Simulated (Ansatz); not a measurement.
## Run report: NiGe3, geometry relaxation (part 2 of 2)

NiGe3 (Pm-3m, 4 atoms in the cell); DFT PBEsol, scalar-relativistic, plane waves, PAW, no spin polarisation (Ansatz 0.2.0); cutoff 420 eV, 10×10×10 k-mesh, Gaussian smearing of 0.1 eV. The structure was built on a prototype by a generator; it need not be a known phase.

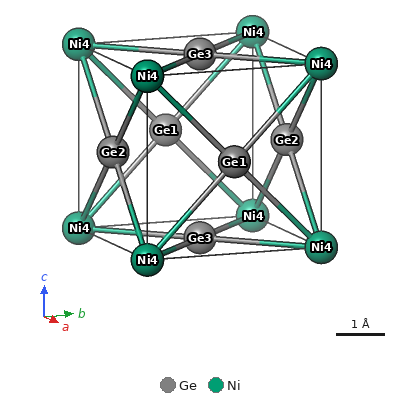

Figure 1. The geometry at step 3 of the log (ball-and-stick view of the cell of the calculation, seen slightly off an axis; atoms are numbered from 1 in the order of the input).

```
basis re-selected at this cell: Δ(F+E_penalty+E_count) = +4.515e-5 eV, ΔP = +0.000 GPa vs the last step (what re-selecting the basis moved, of the pressure what is left beyond the Pulay correction that the steps carried, after the strain that the cell walked since its last selection, with what the two solves' SCF thresholds leave and, on support functions, any second-order correction that the steps lacked; it is no measure of the basis error at this ecutwfc). This SCF's stress stands 5.29e-4 GPa from its target on what of the cell is left free (relax.cell.stress_tol is 5.00e-2 GPa) and its largest allowed force component is 3.09e-30 eV/Å (relax.f_tol is 1.00e-2 eV/Å): within both
SCF converged after 9 iterations
Free energy (F): -18564.531353 eV
Harris-Foulkes:  -18564.531353 eV  (|F-HF|=3.64e-12)
Internal energy: -18564.520070 eV  (E = F + TS)
E sigma→0 (E₀):  -18564.525711 eV
Entropy (-TS):   -0.011283 eV (-2.821 meV/atom)
Fermi energy:    13.529306 eV
--- Per-component energies (eV) ---
  E_band       = -602.993841
  E_kinetic    = 619.862352
  E_local      = -10043.321119  (includes V_loc(G=0)·N_el)
  E_nonlocal   = 1898.980749
  E_hartree    = 4344.398664
  E_xc         = -310.426584
  E_vxc        = -304.528952  (∫ρ·V_xc dr)
  E_paw        = -7532.106312  (= ΣΔE_a)
  E_vpaw       = -1462.785804  (= ΣTr[D̂ρ^β])
  E_aug_tail   = 0.001606  (compensation charges beyond the density's cutoff)
  E_ewald      = -7544.860523
  E_core_change = 2.951098  (= ΣΔE_core)
  E_smearing   = -0.011283  (= −TS)
  E_closure    = -0.000000  (closes the sum)
  Σ components = -18564.531353   (vs F -18564.531353, Δ=0.00e0)
--- Forces (eV/Å), atoms counted from 1 ---
  atom   1  Ge     0.00000000     0.00000000     0.00000000
  atom   2  Ge     0.00000000     0.00000000    -0.00000000
  atom   3  Ge    -0.00000000    -0.00000000    -0.00000000
  atom   4  Ni     0.00000000     0.00000000     0.00000000
  max |Σ_I F_I| component: 1.64e-30 eV/Å
--- Stress (GPa, compression-positive) ---
       -0.000529      -0.000000       0.000000
       -0.000000      -0.000529      -0.000000
        0.000000      -0.000000      -0.000529
  P = ⅓ Tr σ = -0.0005 GPa (-0.005 kbar)
--- Band table (eV; the first three rows and the last of 56) ---
  k-point 0: bands = ["-88.9063", "-49.4795", "-49.4795", "-49.4795", "-11.3532", "-11.3532", "-11.3532", "-11.3481", "-11.2508", "-11.2508", "-11.1808", "-11.1808", "-11.1808", "-11.1720", "-11.1720", "-11.1009", "-11.0994", "-11.0994", "-11.0994", "-0.2082", "8.1116", "8.1116", "9.4566", "9.4566", "9.4566", "12.0000", "12.0000", "12.0000", "12.7604", "12.7604", "13.7030", "17.0498", "17.0498", "17.0498", "19.3241", "19.3241"]
  k-point 1: bands = ["-88.9063", "-49.4796", "-49.4795", "-49.4795", "-11.3523", "-11.3475", "-11.3475", "-11.3440", "-11.2502", "-11.2473", "-11.1816", "-11.1810", "-11.1810", "-11.1751", "-11.1719", "-11.1058", "-11.1058", "-11.1038", "-11.0994", "-0.1165", "7.2089", "8.1843", "9.5185", "9.5185", "10.1329", "12.0032", "12.0093", "12.0093", "12.6339", "12.8424", "14.1271", "16.8046", "16.8558", "16.8558", "18.6896", "18.9538"]
  k-point 2: bands = ["-88.9063", "-49.4796", "-49.4795", "-49.4795", "-11.3501", "-11.3323", "-11.3309", "-11.3309", "-11.2485", "-11.2374", "-11.1844", "-11.1838", "-11.1818", "-11.1818", "-11.1716", "-11.1240", "-11.1240", "-11.1120", "-11.0994", "0.1565", "5.8570", "8.3981", "9.6881", "9.6881", "10.8959", "12.0115", "12.0583", "12.0583", "12.2620", "12.9650", "15.4242", "16.1179", "16.1179", "16.3327", "17.4540", "18.7950"]
  k-point 55: bands = ["-88.9063", "-49.4798", "-49.4798", "-49.4798", "-11.2993", "-11.2993", "-11.2993", "-11.2694", "-11.2694", "-11.2694", "-11.2637", "-11.1901", "-11.1901", "-11.1901", "-11.1584", "-11.1584", "-11.1080", "-11.1080", "-11.1080", "5.3037", "5.3037", "5.3037", "6.8263", "8.4026", "8.4026", "8.4026", "12.2670", "12.2670", "12.3237", "12.6836", "12.6836", "12.6836", "22.0278", "22.0278", "22.4158", "22.4158"]
--- Relaxed structure (3 steps of the walk, 3 accepted, 1 SCFs on fresh bases) ---
  F+E_penalty+E_count = -18564.53135262 eV   max|allowed force component| = 3.090e-30 eV/Å   (the final SCF, on the basis selected at the relaxed cell)
  cell:  # Å, volume = 62.2635 Å³
    - [3.9634904517634646, 9.62964972193618e-35, 1.0432120532097527e-34]
    - [9.62964972193618e-35, 3.9634904517634646, 0.0]
    - [1.2037062152420224e-34, 0.0, 3.9634904517634646]
  atoms:
    - { symbol: Ge, position: [6.9516930471236355e-37, 0.5, 0.5] }
    - { symbol: Ge, position: [0.5, 7.899651190551733e-38, 0.5] }
    - { symbol: Ge, position: [0.5, 0.5, 2.211902333128268e-37] }
    - { symbol: Ni, position: [3.728635361533577e-36, 1.5799302379816001e-38, -2.8438744282565234e-37] }
```

**Trajectory as extended XYZ (Å, eV, eV/Å), 4 frames, from step=1 to step=4**
```
4
Lattice="3.9681 0.0000 0.0000 0.0000 3.9681 0.0000 0.0000 0.0000 3.9681" Properties=species:S:1:pos:R:3:forces:R:3 step=1 energy=-18564.53111 pressure_GPa=-0.34
Ge    0.0000    1.9840    1.9840    0.0000   0.0000   0.0000
Ge    1.9840    0.0000    1.9840    0.0000   0.0000   0.0000
Ge    1.9840    1.9840    0.0000    0.0000   0.0000   0.0000
Ni    0.0000    0.0000    0.0000    0.0000   0.0000   0.0000
4
Lattice="3.9624 0.0000 0.0000 0.0000 3.9624 0.0000 0.0000 0.0000 3.9624" Properties=species:S:1:pos:R:3:forces:R:3 step=2 energy=-18564.53140 pressure_GPa=0.08
Ge    0.0000    1.9812    1.9812    0.0000   0.0000   0.0000
Ge    1.9812    0.0000    1.9812    0.0000   0.0000   0.0000
Ge    1.9812    1.9812    0.0000    0.0000   0.0000   0.0000
Ni    0.0000    0.0000    0.0000    0.0000   0.0000   0.0000
4
Lattice="3.9635 0.0000 0.0000 0.0000 3.9635 0.0000 0.0000 0.0000 3.9635" Properties=species:S:1:pos:R:3:forces:R:3 step=3 energy=-18564.53140 pressure_GPa=-0.00
Ge    0.0000    1.9817    1.9817    0.0000   0.0000   0.0000
Ge    1.9817    0.0000    1.9817    0.0000   0.0000   0.0000
Ge    1.9817    1.9817    0.0000    0.0000   0.0000   0.0000
Ni    0.0000    0.0000    0.0000    0.0000   0.0000   0.0000
4
Lattice="3.9635 0.0000 0.0000 0.0000 3.9635 0.0000 0.0000 0.0000 3.9635" Properties=species:S:1:pos:R:3:forces:R:3 step=4 energy=-18564.53135 pressure_GPa=-0.00
Ge    0.0000    1.9817    1.9817    0.0000   0.0000   0.0000
Ge    1.9817    0.0000    1.9817    0.0000   0.0000   0.0000
Ge    1.9817    1.9817    0.0000    0.0000   0.0000   0.0000
Ni    0.0000    0.0000    0.0000    0.0000   0.0000   0.0000
```

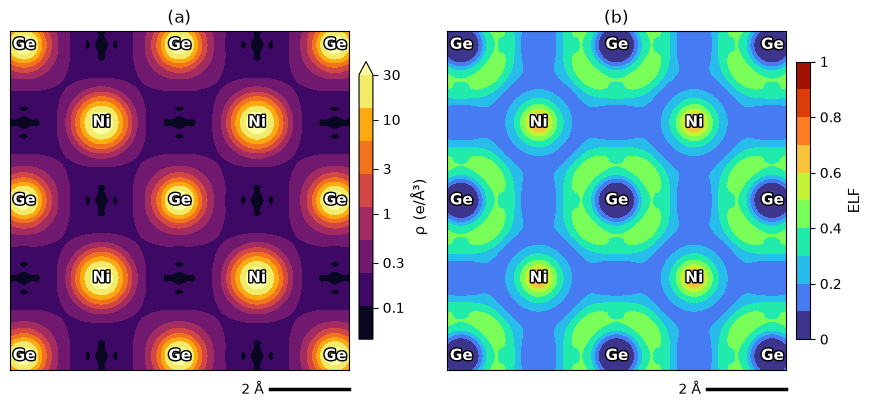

Figure 2. (a) valence pseudo-density; (b) electron localisation function on the (100) plane of the conventional cell. Atoms in the plane: Ge and Ni. Ni–Ge (2.80 Å): the density is about 0.23 e/Å³ at the midpoint; the ELF is about 0.35 at the midpoint; no localised pair between them. Away from the nuclei the density in this plane falls to 0.05 e/Å³ at its lowest. The strong features right at Ni lie inside the PAW spheres (semicore, d or f shells) and say nothing about bonding. The fields are those of the smooth PAW valence density.

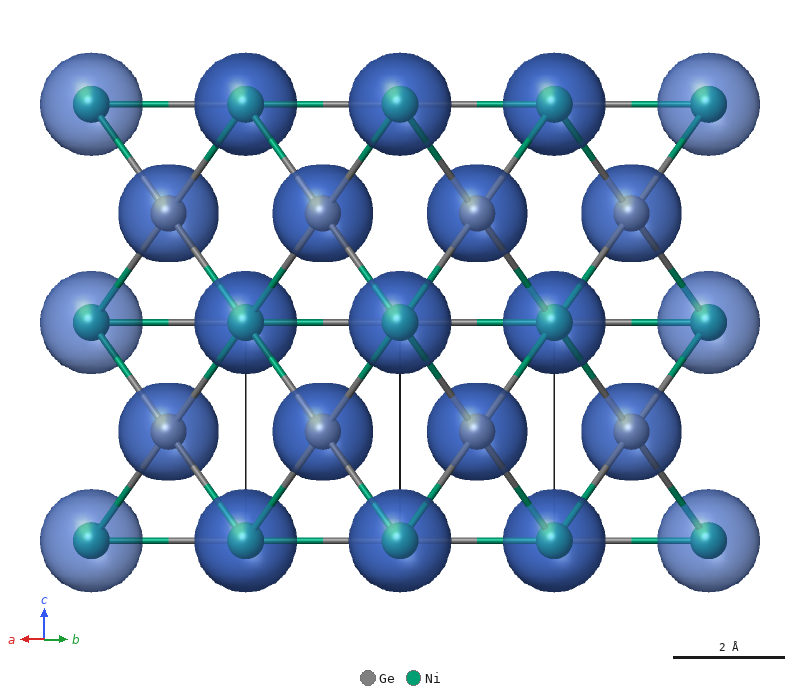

Figure 3. Isosurface of the valence pseudo-density at 0.5 e/Å³ (blue), seen along [110]. Sticks mark near contacts. The outline is the cell set on symmetry axes. At this value the density breaks into separate islands; it holds about 80 % of the electrons treated as valence (semicore included). It is pinched off along the Ni–Ge (2.80 Å) contacts. On the grid the lowest density along these lines, outside the cores, is 0.22 e/Å³ (Ni–Ge, 2.80 Å).

The run was set up as follows.

**The input**
```yaml
crystal:
  lattice:
    - [3.9680886243, 0.0, 0.0]
    - [0.0, 3.9680886243, 0.0]
    - [0.0, 0.0, 3.9680886243]
  atoms:
    - { symbol: Ge, position: [0.0, 0.5, 0.5] }
    - { symbol: Ge, position: [0.5, 0.0, 0.5] }
    - { symbol: Ge, position: [0.5, 0.5, 0.0] }
    - { symbol: Ni, position: [0.0, 0.0, 0.0] }
basis:
  ecutwfc: 420
kpoints:
  mp_grid: { grid: [10, 10, 10] }
hamiltonian:
  xc: pbesol
scf:
  occupations: { method: gaussian, width: 0.1 }
output:
  forces: true
  stress: true
  eigenvalues: true
  write_density: true
  write_potential: true
  elf: true
  volumetric_format: npy
relax:
  adjacent_minimum: "off"
  f_tol: 0.01
  max_steps: 80
  cell: { stress_tol: 0.05 }
```

Launch command:
```bash
ansatz run input.yaml --threads 1 --pin off --max-ram 2560MiB --backend cpu --events-out ev --progress --plain --runs-dir out
```

**Summary**

```tsv
quantity	value
outcome	converged
space group (tolerance 0.01 Å)	Pm-3m (221)
electrons treated	60
free energy	−18564.5314 eV
Fermi energy	13.529 eV
gap on the k-point mesh	none (metallic)
pressure	0.00 GPa
final volume	62.26 Å³
largest force (length of the vector) at the end	under 0.001 eV/Å
final cell	a = 3.963 Å, b = 3.963 Å, c = 3.963 Å, α = 90.00°, β = 90.00°, γ = 90.00°
hardware	1 thread of Intel Xeon @ 2.50GHz (Skylake/Cascade Lake), 189 GiB of memory available, shared host
wall time	61 s
peak memory	0.44 GiB
```

**Remarks**

The run has no spin polarisation, so a magnetic state may lie lower.
